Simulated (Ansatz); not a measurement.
## Band-structure calculation of Al$_{2}$GaAs$_{3}$

- system: Al$_{2}$GaAs$_{3}$ (I-4m2, 6 atoms in the cell)
- method: DFT, r2SCAN, plane waves, PAW, no spin polarisation (Ansatz 0.2.0)

The structure was built on a prototype by a generator; it need not be a known phase. The geometry comes from this level: r2SCAN.

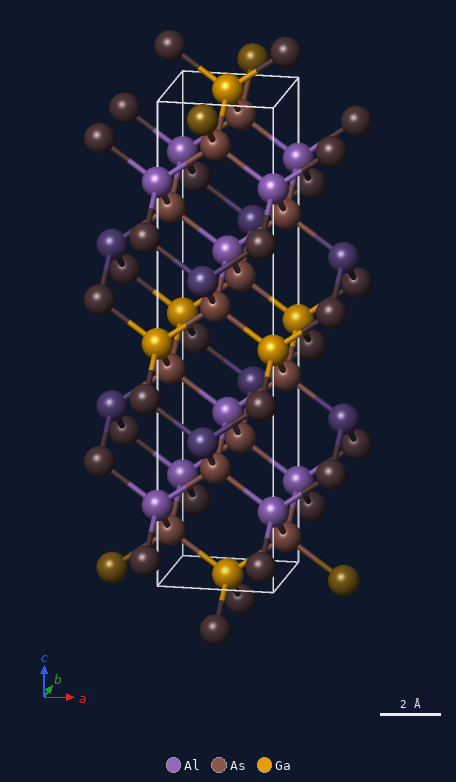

*The structure as given in the input (ball-and-stick view of the cell 2 times as large as that of the calculation, set on its symmetry axes, seen slightly off an axis; neighbours outside the cell are drawn fainter). An atom can appear more than once, as a periodic image.*

Near neighbours in the periodic cell (some may lie outside the picture): Al has 4 As at 2.45 to 2.46 Å; As has 4 Al at 2.46 Å; As has 2 Al at 2.45 Å and 2 Ga at 2.46 Å; Ga has 4 As at 2.46 Å.

**Results in brief**

```csv
quantity,value
outcome,converged
space group (tolerance 0.01 Å),I-4m2 (119)
electrons treated,64
free energy,−19468.2291 eV
Fermi energy,6.644 eV
gap on the k-point mesh,1.75 eV
pressure,0.00 GPa
largest force (length of the vector),under 0.001 eV/Å
hardware,"4 threads of Intel Xeon @ 2.50GHz (Skylake/Cascade Lake), 189 GiB of memory available, shared host"
wall time,55 s (CPU time 3.4 min)
peak memory,0.99 GiB
```

**Input**
```yaml
crystal:
  lattice:
    - [-2.0071158238, 2.0071158238, 8.5061655935]
    - [2.0071158238, -2.0071158238, 8.5061655935]
    - [2.0071158238, 2.0071158238, -8.5061655935]
  atoms:
    - { symbol: Al, position: [0.8334410237, 0.8334410237, 0.0] }
    - { symbol: As, position: [0.25, 0.75, 0.5] }
    - { symbol: Al, position: [0.1665589763, 0.1665589763, 0.0] }
    - { symbol: As, position: [0.5834712437, 0.0834712437, 0.5] }
    - { symbol: Ga, position: [0.5, 0.5, 0.0] }
    - { symbol: As, position: [0.9165287563, 0.4165287563, 0.5] }
kpoints:
  mp_grid: { grid: [10, 10, 10] }
  band_path:
    path:
      - [0.0, 0.0, 0.0]
      - [0.0, 0.0, 0.5]
      - [0.25, 0.25, 0.25]
      - [0.0, 0.5, 0.0]
      - [0.5, 0.5, -0.5]
      - [0.2639192941, 0.7360807059, -0.2639192941]
      - [-0.2639192941, 0.2639192941, 0.2639192941]
      - [-0.0278385883, 0.0278385883, 0.5]
      - [0.5, 0.5, -0.0278385883]
    npoints: 1
hamiltonian:
  xc: r2scan
scf:
  occupations: { method: fixed }
  n_extra_bands: 5
output:
  forces: true
  stress: true
  eigenvalues: true
```

Launch command:
```bash
ansatz run input.yaml --threads 4 --pin off --max-ram 6451MiB --backend cpu --events-out ev --progress --plain --runs-dir out
```

**What the program printed**
```
basis.fft_grid_basis auto: the FFT boxes are laid along the combinations [[1, 0, 1], [0, 1, 1], [0, 0, 1]] of the cell's own vectors, 4.014, 4.014 and 8.967 Å long. The dense box has 30×30×72 points. Along the cell's own vectors, as sized, it would have 72×72×72, 5.76 times as many. Of the 8 symmetry operations that the crystal satisfies within crystal.symmetry.tolerance (time reversal apart; of a slab, those that keep its plane) the dense box along the cell's own vectors carries 8, and the one as laid loses 6 of those. basis.fft_grid_basis: typed keeps the cell's own vectors: state it where this run's energies or levels are differenced outside the engine with another run's, or held beside a run that keeps those vectors.
scf.n_extra_bands = 5 over 32 filled bands (N_el = 64.0): the run solves 37 bands
Engine: ansatz 0.2.0, x86_64-unknown-linux-gnu
Pseudopotentials: kind: paw
Pseudopotential: Al, paw, valence charge 3, recommended cutoff 500 eV (meta_gga), Al.paw.azcp
Pseudopotential: As, paw, valence charge 15, recommended cutoff 500 eV (meta_gga), As.paw.azcp
Pseudopotential: Ga, paw, valence charge 13, recommended cutoff 500 eV (meta_gga), Ga.paw.azcp
Functional definition: r2SCAN
  parameter k0 = 0.174
  parameter k1 = 0.065
  parameter a1 = 4.9479
  exchange = r2scan_x(k0 = k0, k1 = k1, a1 = a1)
  correlation = r2scan_c
Crystal: 6 atoms, lattice volume = 137.069 Å³
Basis set: ecut = 500 eV, 3519 PW (Γ), FFT grids on a1+a3, a2+a3, a3, exchange–correlation on 120×120×288 points (64 copies of the dense FFT grid, shifted against one another)
Bands: 37, of which v1, the nominal top of the filled ones, is band 32 counted from 1 (31 counted from 0)
Symmetry: 8 space group operations
Space group: I-4m2 (ITA 119), of the structure as read, at distance tolerance 5.2e-5 Å
k-points: 102 of 1000 (time reversal used)
Non-local potential: Al, projectors of the file, l = 0: 2, l = 1: 2, l = 2: 1
Non-local potential: As, projectors of the file, l = 0: 2, l = 1: 2, l = 2: 3, l = 3: 1
Non-local potential: Ga, projectors of the file, l = 0: 2, l = 1: 2, l = 2: 3, l = 3: 1
PAW form: soft (Blöchl's): semilocal exchange-correlation on the pseudo side does not see the compensation charge
PAW frozen core: Al, regenerated for the run's functional (the file was generated under x = pbe(κ = 0.804, μ = 0.2195149727645171), c = pbe(β = 0.06672455060314922))
PAW frozen core: As, regenerated for the run's functional (the file was generated under x = pbe(κ = 0.804, μ = 0.2195149727645171), c = pbe(β = 0.06672455060314922))
PAW frozen core: Ga, regenerated for the run's functional (the file was generated under x = pbe(κ = 0.804, μ = 0.2195149727645171), c = pbe(β = 0.06672455060314922))
PAW one-centre angular grid: Al, 302 points (default); XC on 160 Gauss nodes
PAW one-centre angular grid: As, 590 points (default); XC on 160 Gauss nodes
PAW one-centre angular grid: Ga, 590 points (default); XC on 160 Gauss nodes
Initial density: superposition of atomic densities (neutral atoms: chi_scale 0, normalization atom), corrected by the library's trained network
Initial wavefunctions: pseudopotential atomic-orbital guess
Functional: x = r2scan, c = r2scan; τ floored in thin density (d = 2e-4 eV/Å³)
SCF iter   1: F=—  HF=-19468.180143 eV  |F-HF|=—  |Δ(HF+E_count)|=         —  Δρ=5.23e-3  dr2=3.23e-2  dr2_τ=2.18e-2  ethr=1.77e-3  ⟨swp⟩=5.1  Hψ=13027  notcnv=0  defer=258
preconditioner: auto → Resta (q_TF=auto, 2.403 Å⁻¹)  ε∞=3.5  [insulator: Δε(μ)=1.707 eV  Ē_g=11.759 eV  n_scr=34 (ndim 8)  ℏωp=18.5 eV  f_vac=0.026  ε∞_Penn≈3.5]
SCF iter   2: F=—  HF=-19468.230319 eV  |F-HF|=—  |Δ(HF+E_count)|=   5.02e-2  Δρ=2.05e-3  dr2=7.48e-3  dr2_τ=7.38e-5  ethr=5.05e-5  ⟨swp⟩=3.0  Hψ=8274  notcnv=0  defer=306
SCF iter   3: F=—  HF=-19468.229294 eV  |F-HF|=—  |Δ(HF+E_count)|=   1.03e-3  Δρ=1.41e-3  dr2=2.64e-3  dr2_τ=1.97e-5  ethr=1.17e-5  ⟨swp⟩=2.0  Hψ=5610  notcnv=0  defer=306
SCF iter   4: F=—  HF=-19468.229105 eV  |F-HF|=—  |Δ(HF+E_count)|=   1.88e-4  Δρ=2.74e-4  dr2=8.82e-5  dr2_τ=2.65e-6  ethr=4.12e-6  ⟨swp⟩=2.0  Hψ=5613  notcnv=0  defer=306
SCF iter   5: F=—  HF=-19468.229062 eV  |F-HF|=—  |Δ(HF+E_count)|=   4.31e-5  Δρ=1.24e-4  dr2=2.13e-5  dr2_τ=3.57e-7  ethr=1.38e-7  ⟨swp⟩=2.0  Hψ=6937  notcnv=0  defer=295
SCF iter   6: F=—  HF=-19468.229067 eV  |F-HF|=—  |Δ(HF+E_count)|=   4.58e-6  Δρ=3.59e-5  dr2=3.10e-6  dr2_τ=2.99e-8  ethr=3.32e-8  ⟨swp⟩=2.0  Hψ=5406  notcnv=0  defer=297
SCF iter   7: F=—  HF=-19468.229068 eV  |F-HF|=—  |Δ(HF+E_count)|=   8.24e-7  Δρ=9.89e-6  dr2=2.07e-7  dr2_τ=1.32e-9  ethr=4.84e-9  ⟨swp⟩=2.0  Hψ=4590  notcnv=0  defer=301
SCF iter   8: F=-19468.229068 eV  HF=-19468.229068 eV  |F-HF|=8.19e-10  |Δ(HF+E_count)|=   9.36e-8  Δρ=2.27e-6  dr2=1.03e-8  dr2_τ=1.38e-10  ethr=1.56e-10  ⟨swp⟩=11.5  Hψ=17920  notcnv=0
SCF 1 converged in 8 iterations: F = -19468.229068 eV  dr2 = 1.03e-8
  greatest PAW one-centre occupation: 0.999 electrons in one spin orbital (limit 2), on the As atom at site 5 (counted from 0), in its partial waves of l = 2
```

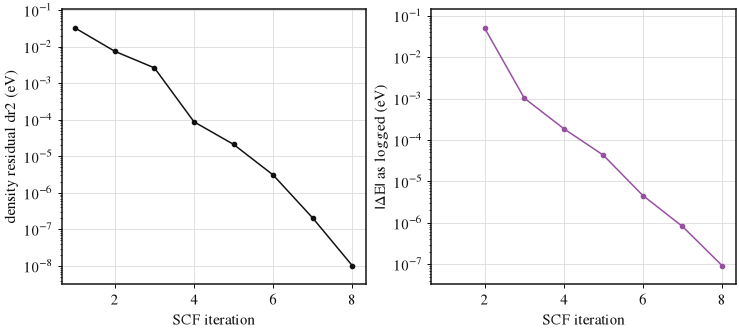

*Convergence of the self-consistent field: density residual dr2 and size of the energy change against the SCF iteration.*

The residual falls at every step.

```
NSCF: frozen V_eff on 9 k-points
SCF converged after 8 iterations
Free energy (F): -19468.229068 eV
Harris-Foulkes:  -19468.229068 eV  (|F-HF|=8.19e-10)
Internal energy: -19468.229068 eV  (E = F + TS)
E sigma→0 (E₀):  -19468.229068 eV
Fermi energy:    6.644408 eV
--- Per-component energies (eV) ---
  E_band       = -900.181554
  E_kinetic    = 472.035081
  E_local      = -8726.554323  (includes V_loc(G=0)·N_el)
  E_nonlocal   = -1563.066690
  E_hartree    = 4524.086771
  E_xc         = -358.903785
  E_vxc        = -375.047863  (∫ρ·V_xc dr)
  E_paw        = -8494.795236  (= ΣΔE_a)
  E_vpaw       = 225.690247  (= ΣTr[D̂ρ^β])
  E_aug_tail   = -0.000057  (compensation charges beyond the density's cutoff)
  E_vtau       = 18.589039  (kinetic-family band-sum trace: ∫τ·v_τ [+ j·A + Jᵃ·Aᵃ] dr)
  E_ewald      = -5315.885321
  E_core_change = -5.145509  (= ΣΔE_core)
  E_smearing   = -0.000000  (= −TS)
  E_closure    = 0.000000  (closes the sum)
  Σ components = -19468.229068   (vs F -19468.229068, Δ=0.00e0)
--- Forces (eV/Å), atoms counted from 1 ---
  atom   1  Al     0.00000000     0.00000000    -0.00040297
  atom   2  As    -0.00000000    -0.00000000    -0.00000000
  atom   3  Al     0.00000000     0.00000000     0.00040297
  atom   4  As    -0.00000000    -0.00000000    -0.00043729
  atom   5  Ga     0.00000000     0.00000000     0.00000000
  atom   6  As    -0.00000000     0.00000000     0.00043729
  max |Σ_I F_I| component: 1.36e-17 eV/Å
--- Stress (GPa, compression-positive) ---
       -0.006054       0.000000      -0.000000
        0.000000      -0.006054       0.000000
       -0.000000       0.000000       0.009741
  P = ⅓ Tr σ = -0.0008 GPa (-0.008 kbar)
--- Band table (eV; the first three rows and the last of 102) ---
  k-point 0: bands = ["-28.6461", "-28.6461", "-28.6449", "-28.6447", "-28.6213", "-28.6207", "-28.6203", "-28.6203", "-28.6118", "-28.6117", "-28.4917", "-28.4911", "-28.4911", "-28.4798", "-28.4777", "-8.3394", "-8.2553", "-8.2553", "-8.2076", "-8.1870", "-5.9283", "-4.5689", "-4.3941", "1.6562", "2.2505", "4.6144", "4.6144", "4.7071", "4.7071", "6.6305", "6.6444", "6.6444", "8.3988", "8.9782", "9.0357", "9.9407", "9.9513"]
  k-point 1: bands = ["-28.6462", "-28.6460", "-28.6447", "-28.6445", "-28.6213", "-28.6208", "-28.6204", "-28.6203", "-28.6117", "-28.6116", "-28.4914", "-28.4911", "-28.4911", "-28.4797", "-28.4778", "-8.3352", "-8.2626", "-8.2558", "-8.2056", "-8.1888", "-5.7824", "-4.4868", "-4.3151", "1.4905", "2.0808", "4.1806", "4.2721", "4.6741", "4.7543", "5.5761", "6.2564", "6.2661", "9.3109", "9.7792", "9.8277", "10.5537", "10.5785"]
  k-point 2: bands = ["-28.6465", "-28.6459", "-28.6442", "-28.6440", "-28.6215", "-28.6211", "-28.6207", "-28.6202", "-28.6113", "-28.6112", "-28.4913", "-28.4912", "-28.4907", "-28.4795", "-28.4779", "-8.3259", "-8.2794", "-8.2541", "-8.2013", "-8.1938", "-5.3620", "-4.2692", "-4.1110", "1.1151", "1.7234", "3.4383", "3.5045", "3.9678", "4.8736", "4.9738", "5.5195", "5.5259", "9.7220", "10.5023", "11.0846", "11.2386", "11.5950"]
  k-point 101: bands = ["-28.6461", "-28.6461", "-28.6449", "-28.6447", "-28.6213", "-28.6207", "-28.6203", "-28.6203", "-28.6118", "-28.6117", "-28.4917", "-28.4911", "-28.4911", "-28.4798", "-28.4777", "-8.3398", "-8.2553", "-8.2553", "-8.2075", "-8.1870", "-5.6361", "-5.4090", "-3.6973", "0.6425", "4.2265", "4.2417", "4.2417", "4.7341", "5.6651", "5.6651", "5.8820", "5.8820", "8.4492", "8.9763", "9.9465", "10.1541", "10.6982"]
```

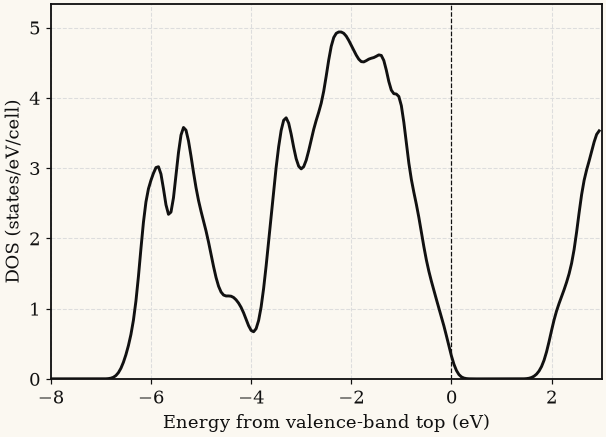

*Density of states (the curve is built from the levels of the k mesh with Gaussians 0.3 eV wide, which also blur the band edges), with energies from the valence-band top.*

There is a gap of 1.75 eV on the k-point mesh. Small ripples come from the finite k-point mesh.
